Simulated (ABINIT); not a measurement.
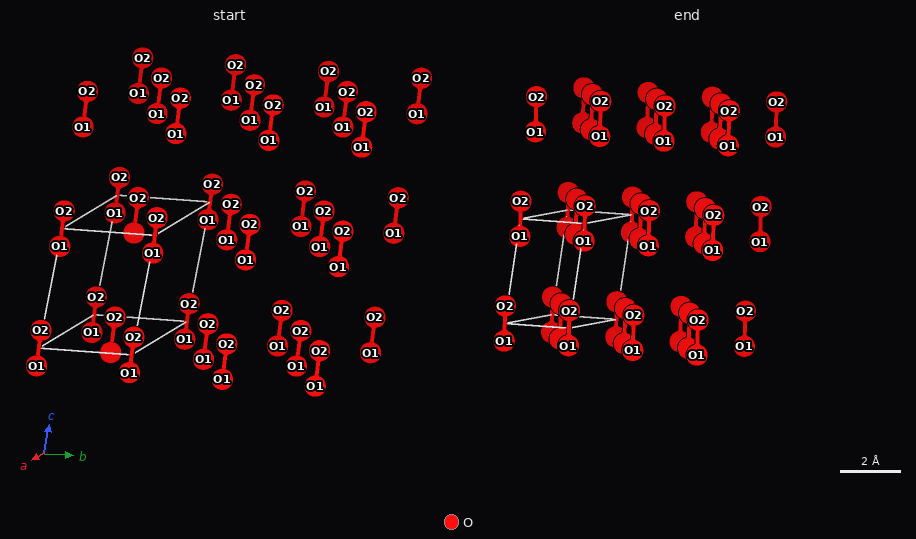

The structure of solid O (set up in C2/m) before (left) and after (right) a relaxation, at one scale.

A ball-and-stick model of the conventional cell (2 times the calculation's cell), repeated 1 × 3 × 2 with one cell outlined, seen slightly off an axis. Lengths and directions refer to the drawn axes.

The run lets cell and atoms move.

Level of theory: Kohn-Sham DFT of a periodic cell, LDA, PseudoDojo NC SR LDA v0.4.1 standard in ABINIT 10.8.3.

Input
```
# Pseudopotentials
pp_dirpath "./"
pseudos "O.upf"

# Structure
acell 3*1.0 Angstrom
rprim
     2.8514028533    -1.6624159400     0.0000000000
     2.8514028533     1.6624159400     0.0000000000
    -2.3944914034     0.0000000000     3.6470501824
ntypat 1
znucl 8
natom 2
typat 1 1
chkprim 0
chksymtnons 0
tolsym 1.0e-6
xred
   0.9745461700   0.9745461700   0.8444259800
   0.0254538300   0.0254538300   0.1555740200

# Plane-wave basis
ecut 42.0
ecutsm 0.5

# k points
kptopt 1
ngkpt 8 8 5
nshiftk 1
shiftk 0.0 0.0 0.0

# Exchange and correlation
ixc 7

# Bands and occupations
nband 10
occopt 3
tsmear 0.05 eV

# SCF cycle
nstep 80
tolvrs 1.0e-12

# Output
iomode 3
prteig 0
prtebands 0
prtwf 0
prtden 0

# Relaxation
ionmov 2
optcell 2
ntime 50
tolmxf 2.0e-5
dilatmx 1.08
```

Run as
```bash
abinit run.abi > log 2>&1
```

**Summarise the run.**

The run was cut off at its time limit before the relaxation converged, so the last structure is only a point on the way. The energy falls by 453 meV per atom in 12 geometry steps. The largest force component goes from 1.3 to 0.16 eV/Å. The pressure goes from −6.47 to −3.01 GPa. The largest moves relative to the cell, 0.097 Å, are those of O1 and O2. O1 goes roughly along [−1 0 −1]. The drawn cell changes as follows: a 5.703 → 4.929 Å (−13.6 %), b 3.325 → 2.300 Å (−30.8 %), c 4.363 → 3.665 Å (−16.0 %), β 123.3° → 108.1°; the volume changes by −42.9 %. Among the contacts that change: O1–O2 1.222 → 1.198 Å. The space group stays C2/m (No. 12).
